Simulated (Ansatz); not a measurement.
Sn₃HO (slab)

```cif
data_structure
_symmetry_space_group_name_H-M 'P 1'
_symmetry_Int_Tables_number 1
_cell_length_a 3.2347
_cell_length_b 3.4135
_cell_length_c 25.3332
_cell_angle_alpha 90.000
_cell_angle_beta 90.000
_cell_angle_gamma 118.281
_cell_volume 246.33
loop_
_atom_site_label
_atom_site_type_symbol
_atom_site_fract_x
_atom_site_fract_y
_atom_site_fract_z
_atom_site_occupancy
Sn1 Sn 0.28947 0.57894 0.33553 1
Sn2 Sn 0.63941 0.23391 0.43607 1
Sn3 Sn 0.97481 0.85454 0.55221 1
O1 O 0.46243 0.39339 0.61418 1
H1 H 0.62278 0.28155 0.63777 1
```

Computed without spin polarisation.

All numbers below come from Ansatz 0.2.0, DFT PBEsol, scalar-relativistic, plane waves, PAW.

Core electrons are frozen (PAW), and the valence fields are smoothed inside the atomic spheres.

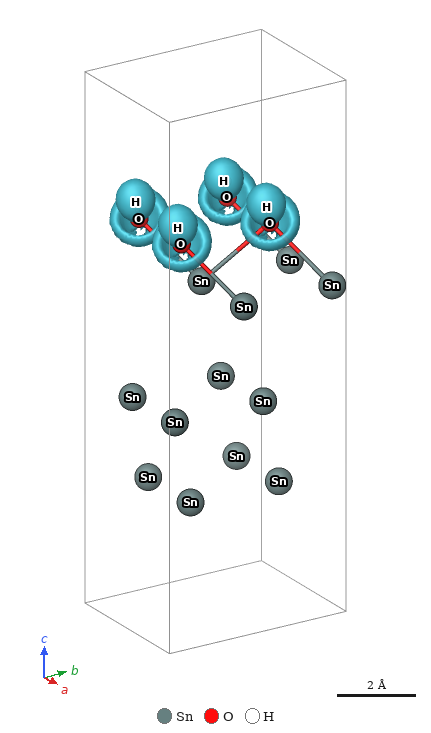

Figure 1. Isosurface of the ELF at 0.8 (cyan), seen slightly off an axis. Core shells and regions of very low density are left out. Sticks mark near contacts.

Q: Where are the electrons localised?

A: The surface consists of one region around a hydrogen nucleus and one region wrapped around O (its valence shell), counted in one cell of 5 atoms. Counts are for one cell; the picture repeats the cell along the surface. Profiles from the grid: O–H (0.98 Å): the ELF climbs to about 1 towards the hydrogen, as it does in any bond to H; a covalent bond by its length. Sn–O (2.28 Å): the ELF peaks at about 0.85 in the valence shell of O, 0.6 Å from its nucleus, and is about 0.20 at the midpoint: no localised pair shows between them.

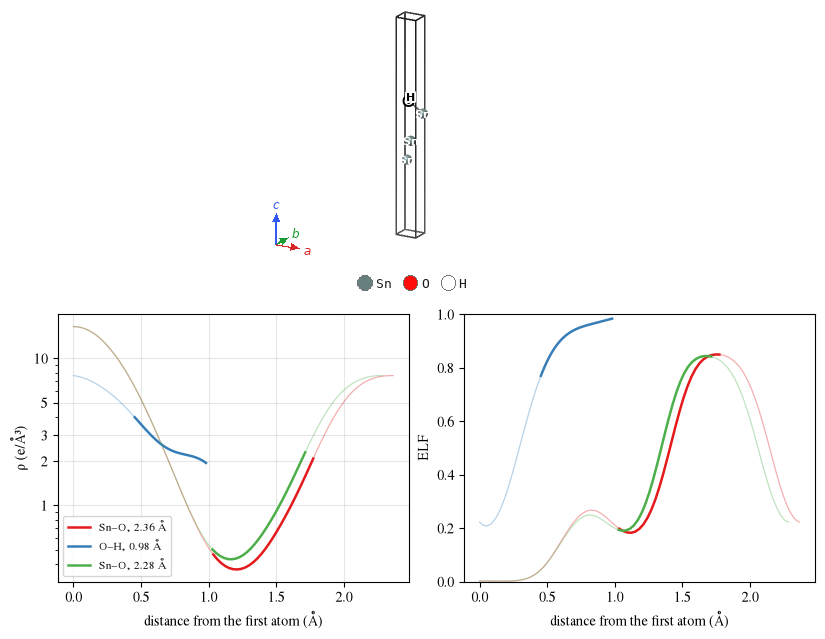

Figure 2. Valence charge density (pseudo) and electron localisation function along straight lines between neighbouring atoms. Thin, pale parts lie inside the atomic spheres. The structure is drawn too.

Q: Compare the contacts.

A: Sn–O (2.36 Å): ρ at the midpoint is about 0.37 e/Å³; the ELF peaks at about 0.85 in the valence shell of O, 0.6 Å from its nucleus, and drops to about 0.20 between the two atoms; no shared electron pair shows on this line.
O–H (0.98 Å): ρ at the midpoint is about 3.6 e/Å³; the ELF climbs to about 1 towards the hydrogen: a covalent bond by its length.
Sn–O (2.28 Å): ρ is about 0.43 e/Å³ halfway; the ELF peaks at about 0.85 in the valence shell of O, 0.6 Å from its nucleus, and is about 0.20 at the midpoint; no shared electron pair shows on this line.

Q: Does the calculation make it a metal, or give it a gap?

A: It is gapless in this calculation (a metal or semimetal).
